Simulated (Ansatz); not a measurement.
The structure in question:

```
CELL_PARAMETERS angstrom
3.97973 0.00000 0.00000
0.00000 3.97973 0.00000
0.00000 0.00000 3.97973
ATOMIC_POSITIONS crystal
Ti 0.00000 0.00000 0.00000
Al 0.50000 0.50000 0.00000
Al 0.50000 0.00000 0.50000
Al 0.00000 0.50000 0.50000
```

Characterise the structure given above.

Answer. The structure is one of TiAl3. Space group Pm-3m (No. 221), lattice primitive cubic. Its structure type: Cu₃Au (L1₂) type. The cell comprises 1 formula unit: 1 Ti, 3 Al. The coordination shell of Ti holds twelve Al in a cuboctahedral arrangement at 2.81 Å. The coordination shell of Al holds eight Al and four Ti in a cuboctahedral arrangement (2.81 Å to Al, 2.81 Å to Ti). The bonds build a three-dimensional framework.

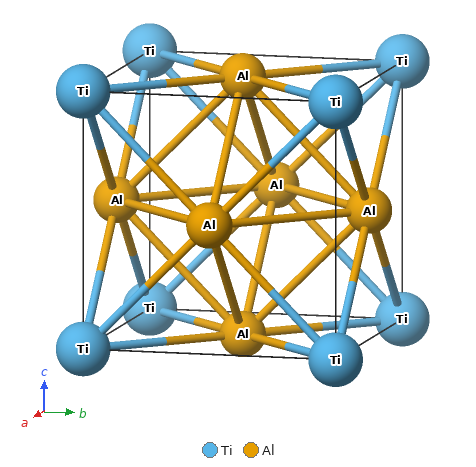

The figure gives a ball-and-stick picture of the atoms, viewed slightly off an axis. Lines trace the edges of the conventional unit cell. Colours: titanium blue, aluminium orange.

The initial geometry was a structure listed in the Materials Project. Earlier steps of the study may have refined or changed the cell and positions. Ansatz was used for an electronic-structure calculation on it.
